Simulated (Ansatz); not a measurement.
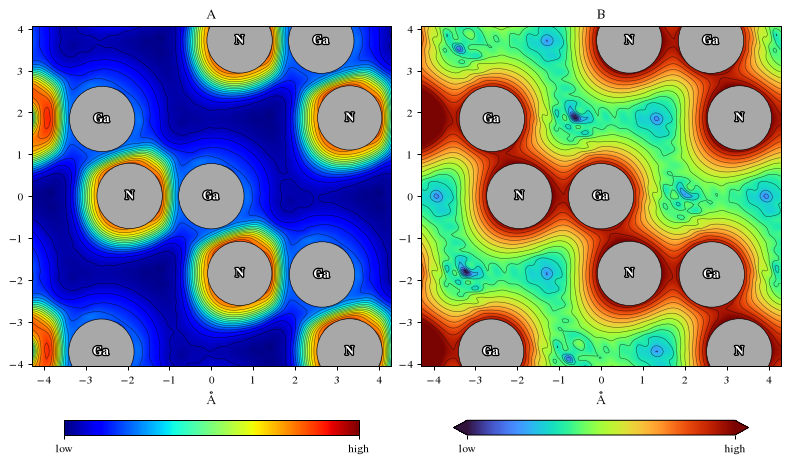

Ga16N15 (cell charge +2, with a compensating background) (cell with a defect): 2 fields on the (010) plane of the calculation cell, with unlabelled colour scales. Grey discs cover the atomic cores.

Spin-polarised.

All numbers below come from DFT PBE, scalar-relativistic, plane waves, PAW in Ansatz 0.2.0.

### Which field does each panel show? The fields are: electron localisation function and valence pseudo-density.

Panel A: electron localisation function. Panel B: valence pseudo-density. From the grid: Ga–N (1.97 Å): ρ is about 0.74 e/Å³ halfway; the ELF peaks at about 0.85 in the valence shell of N, 0.7 Å from its nucleus, and is about 0.50 at the midpoint.
